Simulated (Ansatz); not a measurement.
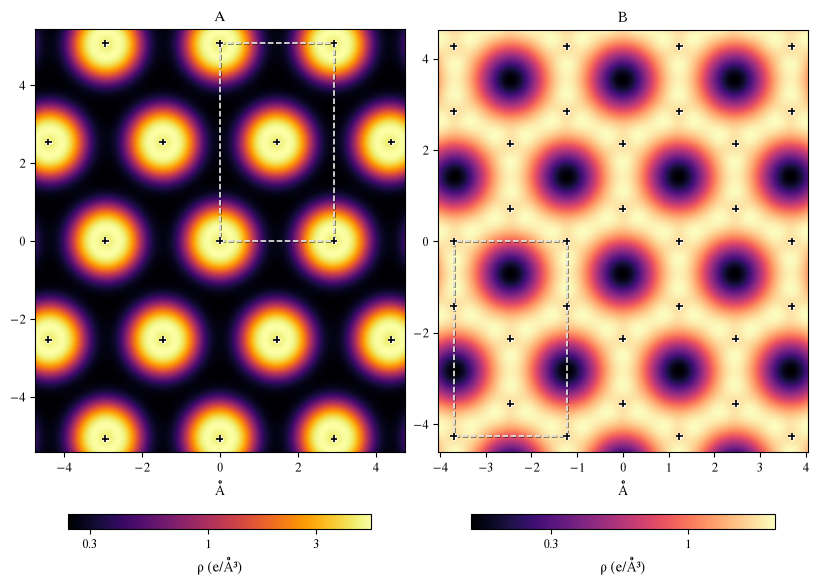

The valence electron density of 2 systems, each on a plane through atoms (crosses mark nuclei in the plane).

Computed with Ansatz 0.2.0, DFT PBE, scalar-relativistic, plane waves, PAW.

System 1: C, the (001) plane of the conventional cell. Space group Fmmm.

System 2: Nb, the (010) plane of the conventional cell. Space group Fmmm; changed on purpose from its base cell (band edges of the strained film's bulk); computed pressure about 4 GPa in this cell; computed without spin polarisation.

```yaml
crystal:
  lattice:
    - [-1.46625, 2.53963, 0.00000]
    - [0.71366, 0.41203, -4.77382]
    - [-4.33485, -2.50273, -0.86270]
  atoms:
    - { symbol: Nb, position: [0.50000, 0.00000, 0.50000] }
    - { symbol: Nb, position: [0.00000, 0.50000, 0.50000] }
    - { symbol: Nb, position: [0.00000, 0.00000, 0.00000] }
    - { symbol: Nb, position: [0.50000, 0.50000, 0.00000] }
```

Question: Which map belongs to which system?

Answer: Panel A is system 2, Nb: the plane holds Nb. Nb–Nb (2.93 Å): ρ at the midpoint is about 0.27 e/Å³. Panel B is system 1, C: the plane holds C. C–C (1.42 Å): the density is about 2 e/Å³ at the midpoint.
